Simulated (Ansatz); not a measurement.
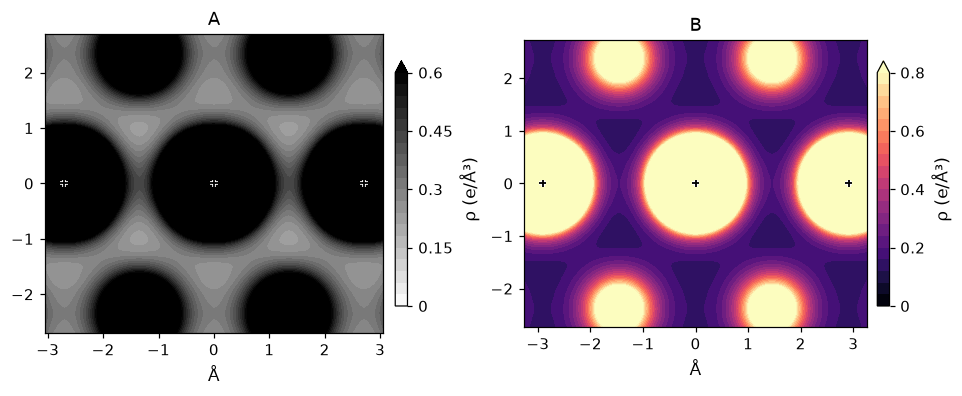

The valence pseudo-density of 2 systems, each on a plane through atoms (crosses mark nuclei in the plane).

The calculation used Kohn-Sham DFT of a periodic cell, r2SCAN, Ansatz PAW in Ansatz.

System 1: Ag, the (100) plane of the conventional cell. Space group P6₃/mmc.

System 2: Pt, the (010) plane of the conventional cell. Space group P6₃/mmc; a structure from a database of computed crystals, not necessarily the ambient phase; computed pressure about 11 GPa in this cell.

### Match each panel to its system.

Panel A is system 2, Pt: the plane holds Pt. Pt–Pt (2.70 Å): the density is about 0.43 e/Å³ at the midpoint. Panel B is system 1, Ag: the plane holds Ag. Ag–Ag (2.91 Å): ρ at the midpoint is about 0.2 e/Å³.
